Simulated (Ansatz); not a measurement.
Sn25O47: several calculations on one system

Part 1: Relaxation

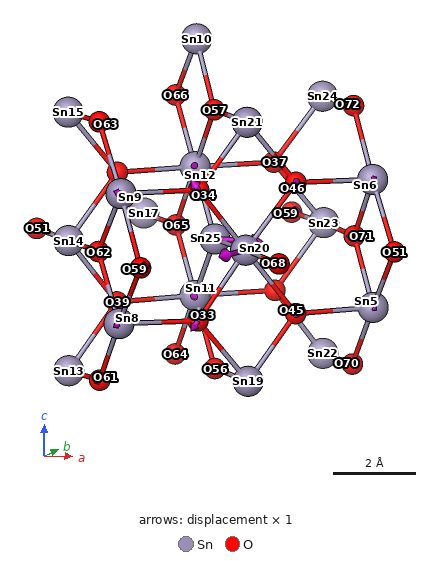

A relaxation of a defect cell of composition Sn$_{25}$O$_{47}$ (cell charge +2). The starting structure is drawn; purple arrows show the displacements, at their true length.

The picture is a ball-and-stick view of the atoms within 5.0 Å of the atom that moves most (axes of the cell of the calculation (origin shifted)), seen slightly off an axis.

These are results of DFT, PBEsol, PAW, plane waves (Ansatz), not measurements. (plane-wave cutoff 420 eV; k-point mesh 1 × 1 × 1; mesh shifted by (0.25, 0.25, 0.25); no spin polarisation; atoms relaxed in a fixed cell; force threshold 0.03 eV/Å; at most 80 steps)

**Atoms of which element are displaced furthest, and by how much?**

Tin: up to 1.25 Å, against 0.37 Å for oxygen.

**Describe the change and its energy.**

Over 18 geometry steps the energy falls by 17.342 eV per cell of the calculation. The largest force component goes from 17 to 0.028 eV/Å. The atom that moves furthest is a Sn atom (1.25 Å along +a). By element the largest moves are Sn 1.25 Å, O 0.37 Å. The lattice vectors keep their values. Some distances before and after: O–Sn 3.615 → 2.204 Å, O–Sn 3.470 → 2.187 Å, Sn–Sn 2.073 → 2.988 Å, O–Sn 2.082 → 2.972 Å. New bonds form, among them: O–Sn (2.94 → 2.09 Å), O–Sn (2.94 → 2.10 Å), O–Sn (3.47 → 2.19 Å), O–Sn (3.62 → 2.20 Å). Bonds break, among them: O–Sn (2.08 → 2.97 Å), O–Sn (2.11 → 2.97 Å). Among the angles between lasting bonds that change: Sn–Sn–O 178.9° → 102.0°, O–Sn–O 103.4° → 138.1°, Sn–O–Sn 129.4° → 100.5°. The run took 15 s on 1 × NVIDIA GB200 with 8 threads of Arm Neoverse-V2, peak memory 1.9 GiB.

Limits of the set-up: the cell is charged, on a uniform background, and energies carry no finite-size correction.

Part 2: Relaxation

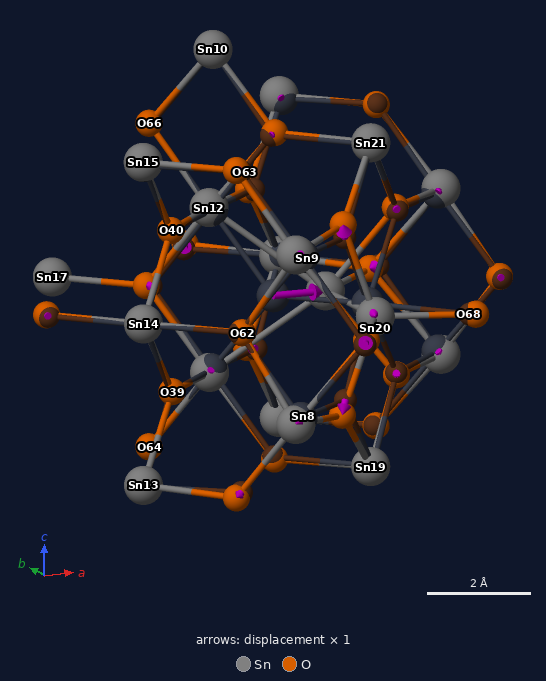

A relaxation of a defect cell of composition Sn25O47 (cell charge −1). The starting structure is drawn faded, the final one solid; purple arrows show the displacements, at their true length.

Style: ball-and-stick. Shown: the atoms within 5.0 Å of the atom that moves most (axes of the cell of the calculation (origin shifted)), slightly off an axis.

Method: Ansatz 0.2.0, DFT, PBEsol, PAW, plane waves. Settings: plane-wave cutoff 420 eV; k-point mesh 1 × 1 × 1; mesh shifted by (0.25, 0.25, 0.25); collinear spin; atoms relaxed in a fixed cell; force threshold 0.03 eV/Å; at most 80 steps.

Question: Which element moves most?

Answer: Tin: up to 1.16 Å, against 0.39 Å for oxygen.

Question: What happened in the run?

Answer: The energy falls by 13.207 eV per cell of the calculation in 17 accepted moves (18 points after the start). Largest force component: 16 eV/Å at the start, 0.025 eV/Å at the end. The line search rejected the trial step at point 16 of the run. The atom that moves furthest is a Sn atom (1.16 Å roughly along +a). By element the largest moves are Sn 1.16 Å, O 0.39 Å. The lattice vectors keep their values. Among the contacts that change: O–Sn 3.615 → 2.199 Å, O–Sn 3.470 → 2.214 Å, O–Sn 2.082 → 2.920 Å, O–Sn 2.106 → 2.921 Å. New bonds form, among them: O–Sn (2.94 → 2.17 Å), O–Sn (3.47 → 2.21 Å), O–Sn (3.62 → 2.20 Å). Bonds break, among them: O–Sn (2.08 → 2.92 Å), O–Sn (2.11 → 2.92 Å). Among the angles between lasting bonds that change: Sn–Sn–O 178.9° → 105.5°, O–Sn–O 103.4° → 138.8°, Sn–Sn–Sn 101.2° → 72.0°. Cost: 19 s on 1 × NVIDIA GB200 with 8 threads of Arm Neoverse-V2, peak memory 1.9 GiB.

Limits of the set-up: the cell is charged, on a uniform background, and energies carry no finite-size correction.

Part 3: Defect

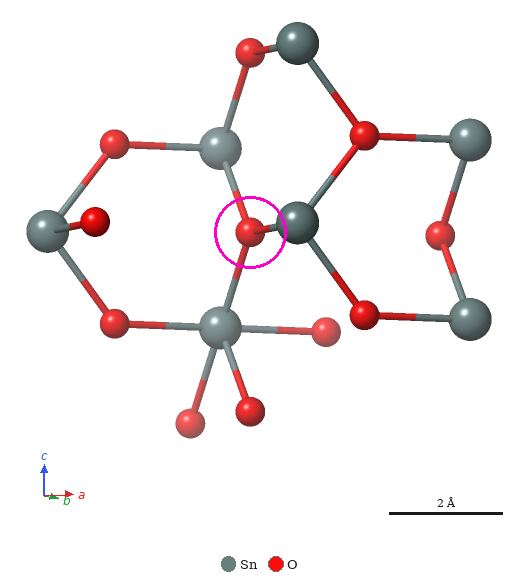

Perfect SnO2. The picture is a ball-and-stick view of the atoms within 4.6 Å of one point, in a slice 4.2 Å thick across the line of sight, seen from a free direction.

Method: Ansatz, DFT, PBEsol, PAW, plane waves. Settings: plane-wave cutoff 420 eV; k-point mesh 1 × 1 × 1; mesh shifted by (0.25, 0.25, 0.25); collinear spin. Fermi-Dirac smearing of 0.01 eV. A uniform background neutralises the charged cell. The axes drawn are those of the host's conventional cell.

An oxygen atom is replaced by tin at the ringed place, in charge state −1. The supercell has 72 sites, and the atoms are relaxed at the host's cell.

Predict the relaxed surroundings of the defect.

In the host the O atom has 3 Sn at 2.07 Å; the Sn atom ends with 3 O at 2.17 to 2.21 Å. Of the host's atoms, a tin atom moves furthest from its site, by 1.09 Å. The Sn atom itself moves 1.14 Å from where it was put. The cell's net moment is 1.00 μB.

The relaxed defect, seen from the same direction:

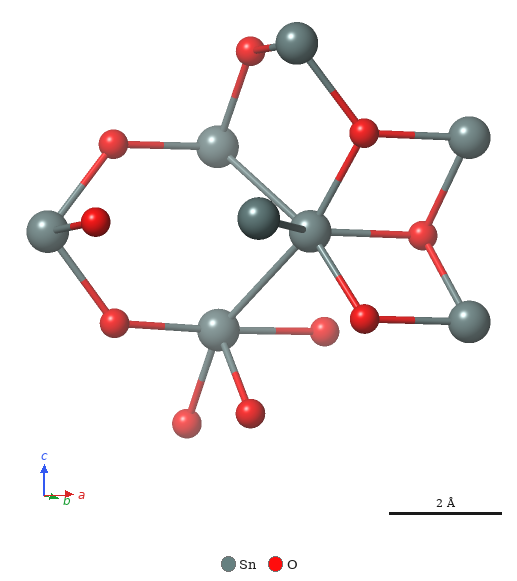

Limits of the set-up: the cell is charged, on a uniform background, and energies carry no finite-size correction.

Part 4: Defect

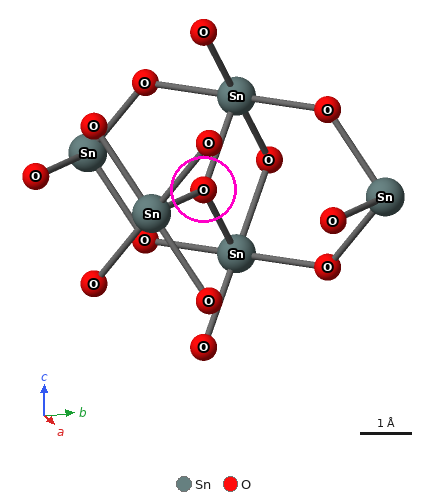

Perfect SnO$_{2}$. The picture is a ball-and-stick view of the atoms within 3.8 Å of one point, seen slightly off an axis.

All numbers below come from DFT, PBEsol, PAW, plane waves (Ansatz 0.2.0). Settings: plane-wave cutoff 420 eV; k-point mesh 1 × 1 × 1; mesh shifted by (0.25, 0.25, 0.25); no spin polarisation. Fermi-Dirac smearing of 0.01 eV. A uniform background neutralises the charged cell. The axes drawn are those of the host's conventional cell.

An oxygen atom is replaced by tin at the ringed place, in charge state −2. The supercell has 72 sites, and the atoms are relaxed at the host's cell.

### Predict the relaxed surroundings of the defect.

In the host the O atom has 3 Sn at 2.07 Å; the Sn atom ends with 3 O at 2.22 to 2.27 Å, 1 Sn at 2.59 Å. Of the host's atoms, a tin atom moves furthest from its site, by 1.05 Å. The Sn atom itself moves 1.07 Å from where it was put.

The relaxed defect, seen from the same direction:

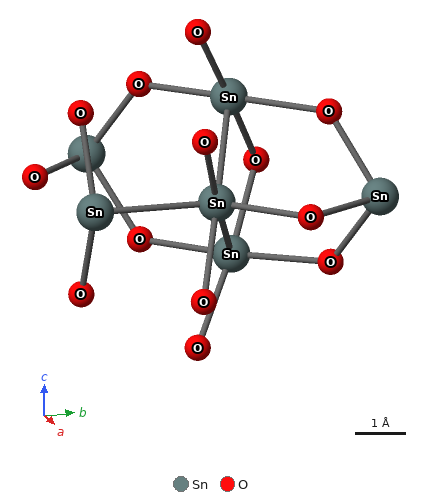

Limits of the set-up: the cell is charged, on a uniform background, and energies carry no finite-size correction.
